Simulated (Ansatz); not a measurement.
System: Si (slab), 18 atoms in the cell.

```cif
data_structure
_symmetry_space_group_name_H-M 'P 1'
_symmetry_Int_Tables_number 1
_cell_length_a 5.4698
_cell_length_b 8.6485
_cell_length_c 29.0482
_cell_angle_alpha 90.000
_cell_angle_beta 90.000
_cell_angle_gamma 108.435
_cell_volume 1303.61
loop_
_atom_site_label
_atom_site_type_symbol
_atom_site_fract_x
_atom_site_fract_y
_atom_site_fract_z
_atom_site_occupancy
Si1 Si 0.32854 0.03061 0.27927 1
Si2 Si 0.82951 0.49088 0.28890 1
Si3 Si 0.51210 0.83636 0.30480 1
Si4 Si 0.64449 0.23505 0.32186 1
Si5 Si 0.23638 0.57834 0.32668 1
Si6 Si 0.95086 0.92422 0.32742 1
Si7 Si 0.80756 0.09425 0.37874 1
Si8 Si 0.45574 0.41283 0.36303 1
Si9 Si 0.09675 0.75792 0.37700 1
Si10 Si 0.17632 0.25394 0.42193 1
Si11 Si 0.74530 0.57695 0.41583 1
Si12 Si 0.43397 0.93632 0.42344 1
Si13 Si 0.31857 0.10492 0.48441 1
Si14 Si 0.97459 0.42858 0.45448 1
Si15 Si 0.58045 0.74452 0.46218 1
Si16 Si 0.79688 0.23070 0.50791 1
Si17 Si 0.21093 0.62475 0.50605 1
Si18 Si 0.94731 0.85759 0.50294 1
```

Method: DFT PBE, scalar-relativistic, plane waves, PAW, no spin polarisation, 7×5×1 k mesh, 420 eV cutoff, Gaussian smearing of 0.1 eV (Ansatz).

What does the potential across the slab give for the work function?

The work function is 4.86 eV, the same on both faces. The two vacuum levels agree, so the slab has no net dipole along its normal. The outermost atoms are 6.6 Å apart, which leaves 22.4 Å of vacuum in a cell 29.0 Å high.

The atoms aren't at rest in this cell (largest force 2.3 eV/Å), so the relaxed material can differ.

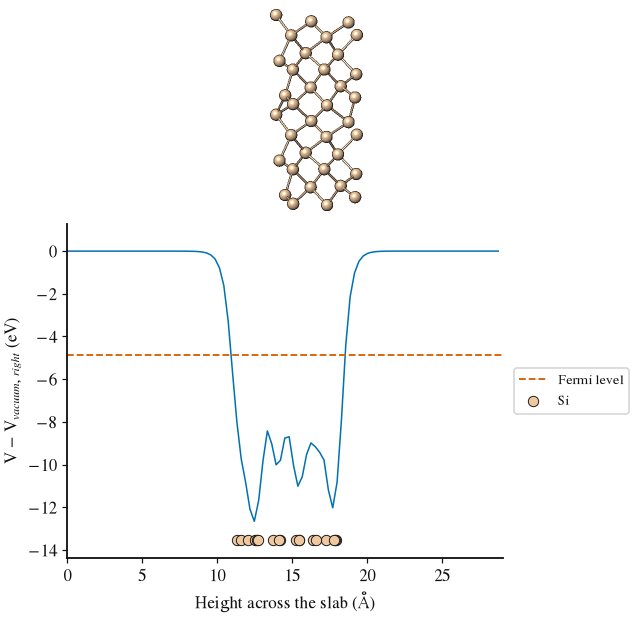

Plane-averaged electrostatic potential energy of an electron across the slab; circles at the bottom mark the heights of the atoms. The structure is drawn too.
